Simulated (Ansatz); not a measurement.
# MoS: a changed input and its effect

System: MoS (Pm-3m, 2 atoms in the cell).
Method of the first run: DFT PBEsol, scalar-relativistic, plane waves, PAW, spin-polarised (Ansatz 0.2.0).

The structure was built on a prototype by a generator; it need not be a known phase. Text and figures count atoms from 1; the logs count them from 0 in places.

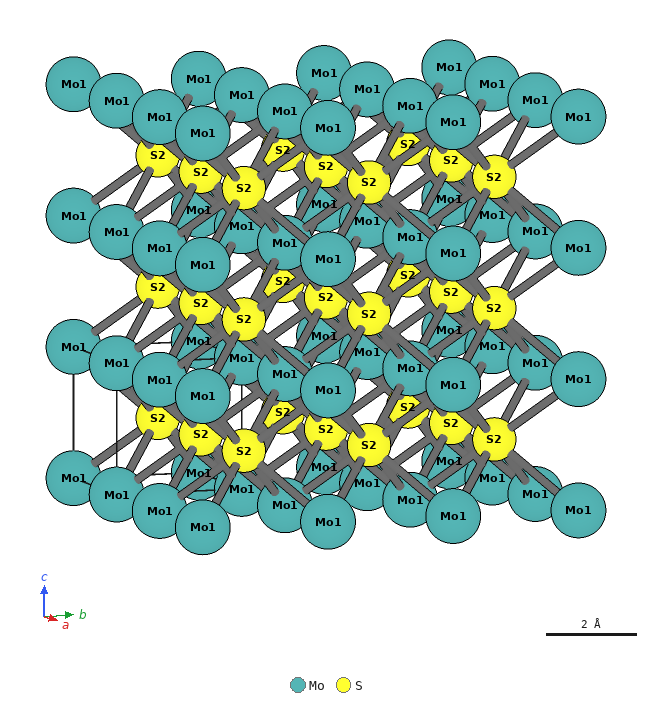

The input geometry (ball-and-stick view of the cell of the calculation, repeated 3 × 3 × 3, seen slightly off an axis; atoms are numbered from 1 in the order of the input). Near neighbours in the crystal (not all of them lie inside the picture): Mo has 8 S at 2.55 Å; S has 8 Mo at 2.55 Å.

**The input, the first run**
```yaml
crystal:
  lattice:
    - [2.9443894706, 0.0, 0.0]
    - [0.0, 2.9443894706, 0.0]
    - [0.0, 0.0, 2.9443894706]
  atoms:
    - { symbol: Mo, position: [0.0, 0.0, 0.0], spin: 0.05 }
    - { symbol: S, position: [0.5, 0.5, 0.5] }
basis:
  ecutwfc: 420
  ecutrho_ratio: 4
kpoints:
  mp_grid: { grid: [10, 10, 10] }
hamiltonian:
  xc: pbesol
scf:
  occupations: { method: gaussian, width: 0.05 }
output:
  forces: true
  stress: true
  eigenvalues: true
  populations: true
magnetization:
  spin_polarized: true
```

Hardware: 4 threads of an Arm (aarch64) CPU, shared host.

**Output, shortened to warnings, some set-up lines, iterations and results (the first run)**
```
WARN: the starting moments were not kept: the SCF closed with an absolute magnetisation of 2.1e-6 μB, where they sum to 0.05 μB in size (1 site). That is at most 0.1 of that sum. Measured as dr2_m measures the in/out step, that magnetisation stands 1.4e-12 eV from none, at or under the dr2_threshold of 1.0e-7 eV: it is no larger than a step whose dr2_m would equal this threshold. The system may …
Basis set: ecut = 420 eV, 485 PW (Γ), exchange–correlation on 40×40×40 points (8 copies of the dense FFT grid, shifted against one another)
Symmetry: 48 space group operations
k-points: 56 of 1000
Initial density: superposition of atomic densities (chi_scale 0.1, normalization cell)
[...]
SCF iter   1: F=—  HF=-5784.026520 eV  |F-HF|=—  |Δ(HF+E_count)|=         —  Δρ=3.92e-2 (↑3.92e-2 ↓3.72e-2)  dr2=1.99e0  dr2_m=4.73e-4  M=0.004 μB ∫|m|=0.005 μB  β_m=0.30  …
SCF iter   2: F=—  HF=-5783.131990 eV  |F-HF|=—  |Δ(HF+E_count)|=   8.95e-1  Δρ=1.56e-2 (↑1.56e-2 ↓1.50e-2)  dr2=1.52e-1  dr2_m=1.66e-4  M=0.009 μB ∫|m|=0.009 μB  β_m=0.34  …
SCF iter   3: F=—  HF=-5783.031426 eV  |F-HF|=—  |Δ(HF+E_count)|=   1.01e-1  Δρ=8.28e-3 (↑8.28e-3 ↓8.14e-3)  dr2=3.39e-2  dr2_m=8.75e-5  M=0.005 μB ∫|m|=0.006 μB  β_m=0.53  …
SCF iter   4: F=—  HF=-5783.024837 eV  |F-HF|=—  |Δ(HF+E_count)|=   6.59e-3  Δρ=1.17e-3 (↑1.17e-3 ↓1.17e-3)  dr2=5.38e-4  dr2_m=8.59e-6  M=0.002 μB ∫|m|=0.002 μB  β_m=0.62  …
SCF iter   5: F=—  HF=-5783.026366 eV  |F-HF|=—  |Δ(HF+E_count)|=   1.53e-3  Δρ=2.98e-4 (↑2.14e-4 ↓2.98e-4)  dr2=1.01e-4  dr2_m=8.48e-7  M=0.001 μB ∫|m|=0.001 μB  β_m=0.81  …
SCF iter   6: F=—  HF=-5783.026524 eV  |F-HF|=—  |Δ(HF+E_count)|=   1.57e-4  Δρ=4.93e-5 (↑2.86e-5 ↓4.93e-5)  dr2=2.24e-6  dr2_m=6.49e-8  M=0.000 μB ∫|m|=0.000 μB  β_m=0.85  …
SCF iter   7: F=—  HF=-5783.026527 eV  |F-HF|=—  |Δ(HF+E_count)|=   3.24e-6  Δρ=9.01e-6 (↑3.74e-6 ↓9.01e-6)  dr2=3.81e-8  dr2_m=5.95e-9  M=0.000 μB ∫|m|=0.000 μB  β_m=0.93  …
SCF iter   8: F=—  HF=-5783.026527 eV  |F-HF|=—  |Δ(HF+E_count)|=   3.11e-8  Δρ=1.93e-6 (↑1.93e-6 ↓1.39e-6)  dr2=4.81e-9  dr2_m=3.13e-11  M=0.000 μB ∫|m|=0.000 μB  β_m=0.96  …
SCF iter   9: F=-5783.026527 eV  HF=-5783.026527 eV  |F-HF|=6.25e-10  |Δ(HF+E_count)|=   1.97e-9  Δρ=6.73e-7 (↑6.73e-7 ↓5.68e-7)  dr2=6.92e-10  dr2_m=1.41e-12  M=0.000 μB …
SCF 1 converged in 9 iterations: F = -5783.026527 eV  dr2 = 6.92e-10
WARN: the starting moments were not kept: the SCF closed with an absolute magnetisation of 2.1e-6 μB, where they sum to 0.05 μB in size (1 site). That is at most 0.1 of that sum. Measured as dr2_m measures the in/out step, that magnetisation stands 1.4e-12 eV from none, at or under the …
SCF converged after 9 iterations
Magnetization: 0.0000 μB (10.0000 up, 10.0000 down)
Absolute magnetization: 0.0000 μB (∫|ρ↑−ρ↓|, with the PAW one-centre terms)
Spin contamination: 0.0000 ħ² per cell (⟨S²⟩ above its minimum at these occupations)
Per-site moments (μB) at R_I (Å): [(1.506189737917447e-6, 1.0518403830721936), (-1.2317151885152777e-7, 1.0518403830721936)]
Free energy (F): -5783.026527 eV
Harris-Foulkes:  -5783.026527 eV  (|F-HF|=6.25e-10)
Internal energy: -5783.024887 eV  (E = F + TS)
E sigma→0 (E₀):  -5783.025707 eV
Entropy (-TS):   -0.001639 eV (-0.820 meV/atom)
Fermi energy:    20.215463 eV
--- Per-component energies (eV) ---
  E_band       = -3.427796
  E_kinetic    = 557.948597
  E_local      = -867.109603  (includes V_loc(G=0)·N_el)
  E_nonlocal   = 174.043987
  E_hartree    = 301.805599
  E_xc         = -282.245011
  E_vxc        = -320.894248  (∫ρ·V_xc dr)
  E_paw        = -3728.695024  (= ΣΔE_a)
  E_vpaw       = -151.028439  (= ΣTr[D̂ρ^β])
[...]
```

For the second run the input was changed thus:
```diff
-    - [2.9443894706, 0.0, 0.0]
-    - [0.0, 2.9443894706, 0.0]
-    - [0.0, 0.0, 2.9443894706]
+    - [3.0238604879, 0.0, 0.0]
+    - [0.0, 3.0238604879, 0.0]
+    - [0.0, 0.0, 3.0238604879]
-    - { symbol: Mo, position: [0.0, 0.0, 0.0], spin: 0.05 }
+    - { symbol: Mo, position: [0.0, 0.0, 0.0], spin: 3.0 }
```

Predict how the results change.

With the same functional and potentials, the second run lies 21.6 meV per atom higher. The pressure goes from 6.35 to −11.52 GPa. The volume per atom goes from 12.76 to 13.82 Å³. The SCF takes 11 iterations against 9. The plane waves at Γ go from 485 to 515.

**Output, shortened to warnings, some set-up lines, iterations and results (the second run)**
```
WARN: the starting moments were not kept: the SCF closed with an absolute magnetisation of 4.1e-7 μB, where they sum to 3 μB in size (1 site). That is at most 0.1 of that sum. Measured as dr2_m measures the in/out step, that magnetisation stands 4.5e-14 eV from none, at or under the dr2_threshold of 1.0e-7 eV: it is no larger than a step whose dr2_m would equal this threshold. The system may hold …
Basis set: ecut = 420 eV, 515 PW (Γ), exchange–correlation on 48×48×48 points (8 copies of the dense FFT grid, shifted against one another)
Symmetry: 48 space group operations
k-points: 56 of 1000
Initial density: superposition of atomic densities (chi_scale 0.1, normalization cell)
[...]
SCF iter   1: F=—  HF=-5784.192751 eV  |F-HF|=—  |Δ(HF+E_count)|=         —  Δρ=1.03e-1 (↑1.03e-1 ↓5.30e-2)  dr2=2.01e0  dr2_m=1.37e0  M=0.524 μB ∫|m|=0.565 μB  β_m=0.30  …
SCF iter   2: F=—  HF=-5783.561393 eV  |F-HF|=—  |Δ(HF+E_count)|=   6.31e-1  Δρ=7.68e-2 (↑7.68e-2 ↓4.29e-2)  dr2=9.14e-1  dr2_m=8.23e-1  M=0.311 μB ∫|m|=0.361 μB  β_m=0.65  …
SCF iter   3: F=—  HF=-5782.981148 eV  |F-HF|=—  |Δ(HF+E_count)|=   5.80e-1  Δρ=5.30e-3 (↑5.30e-3 ↓3.14e-3)  dr2=3.61e-2  dr2_m=5.54e-4  M=0.005 μB ∫|m|=0.024 μB  β_m=0.60  …
SCF iter   4: F=—  HF=-5782.972973 eV  |F-HF|=—  |Δ(HF+E_count)|=   8.17e-3  Δρ=3.31e-3 (↑3.31e-3 ↓2.48e-3)  dr2=9.35e-3  dr2_m=7.07e-4  M=-0.003 μB ∫|m|=0.008 μB  β_m=0.59  …
SCF iter   5: F=—  HF=-5782.981076 eV  |F-HF|=—  |Δ(HF+E_count)|=   8.10e-3  Δρ=1.57e-3 (↑1.05e-3 ↓1.57e-3)  dr2=2.80e-3  dr2_m=5.94e-5  M=0.004 μB ∫|m|=0.010 μB  β_m=0.78  …
SCF iter   6: F=—  HF=-5782.983215 eV  |F-HF|=—  |Δ(HF+E_count)|=   2.14e-3  Δρ=6.03e-4 (↑2.04e-4 ↓6.03e-4)  dr2=2.00e-4  dr2_m=2.52e-5  M=0.003 μB ∫|m|=0.005 μB  β_m=0.89  …
SCF iter   7: F=—  HF=-5782.983341 eV  |F-HF|=—  |Δ(HF+E_count)|=   1.25e-4  Δρ=1.42e-4 (↑6.82e-5 ↓1.42e-4)  dr2=1.34e-5  dr2_m=1.20e-6  M=0.001 μB ∫|m|=0.001 μB  β_m=0.90  …
SCF iter   8: F=—  HF=-5782.983342 eV  |F-HF|=—  |Δ(HF+E_count)|=   9.75e-7  Δρ=2.92e-5 (↑2.92e-5 ↓1.32e-5)  dr2=7.08e-7  dr2_m=3.85e-8  M=0.000 μB ∫|m|=0.000 μB  β_m=0.95  …
SCF iter   9: F=—  HF=-5782.983342 eV  |F-HF|=—  |Δ(HF+E_count)|=   2.37e-8  Δρ=6.03e-6 (↑6.03e-6 ↓2.39e-6)  dr2=2.09e-8  dr2_m=2.71e-9  M=0.000 μB ∫|m|=0.000 μB  β_m=0.98  …
SCF iter  10: F=—  HF=-5782.983342 eV  |F-HF|=—  |Δ(HF+E_count)|=  5.95e-10  Δρ=4.22e-7 (↑4.22e-7 ↓2.79e-7)  dr2=1.69e-10  dr2_m=9.52e-12  M=0.000 μB ∫|m|=0.000 μB  β_m=0.98  …
SCF iter  11: F=-5782.983342 eV  HF=-5782.983342 eV  |F-HF|=1.82e-12  |Δ(HF+E_count)|=  3.27e-11  Δρ=3.61e-8 (↑2.87e-8 ↓3.61e-8)  dr2=4.59e-13  dr2_m=1.69e-13  M=0.000 μB …
SCF 1 converged in 11 iterations: F = -5782.983342 eV  dr2 = 4.59e-13
WARN: the starting moments were not kept: the SCF closed with an absolute magnetisation of 4.1e-7 μB, where they sum to 3 μB in size (1 site). That is at most 0.1 of that sum. Measured as dr2_m measures the in/out step, that magnetisation stands 4.5e-14 eV from none, at or under the dr2_threshold …
SCF converged after 11 iterations
Magnetization: 0.0000 μB (10.0000 up, 10.0000 down)
Absolute magnetization: 0.0000 μB (∫|ρ↑−ρ↓|, with the PAW one-centre terms)
Spin contamination: 0.0000 ħ² per cell (⟨S²⟩ above its minimum at these occupations)
Per-site moments (μB) at R_I (Å): [(2.2557593473759984e-7, 1.0802302500088306), (8.450838586515193e-8, 1.0802302500088306)]
Free energy (F): -5782.983342 eV
Harris-Foulkes:  -5782.983342 eV  (|F-HF|=1.82e-12)
Internal energy: -5782.981811 eV  (E = F + TS)
E sigma→0 (E₀):  -5782.982576 eV
Entropy (-TS):   -0.001531 eV (-0.765 meV/atom)
Fermi energy:    18.360673 eV
--- Per-component energies (eV) ---
  E_band       = -36.246819
  E_kinetic    = 551.862889
  E_local      = -931.648925  (includes V_loc(G=0)·N_el)
  E_nonlocal   = 173.846768
  E_hartree    = 319.062068
  E_xc         = -279.973397
  E_vxc        = -317.889928  (∫ρ·V_xc dr)
  E_paw        = -3728.318395  (= ΣΔE_a)
  E_vpaw       = -150.541777  (= ΣTr[D̂ρ^β])
[...]
```

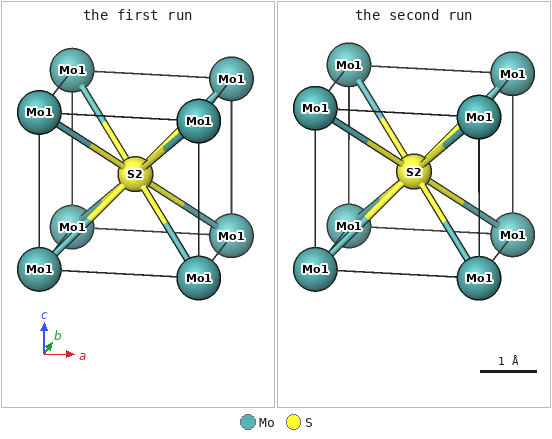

The two input geometries at one scale (ball-and-stick view of the cell of the calculation, seen slightly off an axis). No atom moves by more than 0.005 Å relative to the cell. Cell: a = b = c 2.944 → 3.024 Å (+2.7 %). Volume +8.3 %. Among the contacts that change: Mo1–S2 2.550 → 2.619 Å.

**The two runs side by side**

```csv
quantity,the first run,the second run
outcome,converged,converged
free energy per atom (eV),−2891.5133,−2891.4917
"energy per atom, smearing taken to zero (eV)",−2891.5129,−2891.4913
gap on the mesh (eV),0.00,0.00
net moment of the cell (μB),0.00,0.00
absolute moment of the cell (μB),0.00,0.00
pressure (GPa),6.35,−11.52
volume per atom (Å³),12.76,13.82
largest force (eV/Å),0.000,0.000
SCF iterations,9,11
irreducible k-points,56,56
plane waves at Γ,485,515
wall time (shared host),1.9 s,2.4 s
```

For both runs: Warnings: some starting moments were not kept. For the first run: The cell is under a pressure of 6.3 GPa at this level, so it is not at its equilibrium volume. For the second run: The cell is under a tension of 11.5 GPa at this level, so it is not at its equilibrium volume.
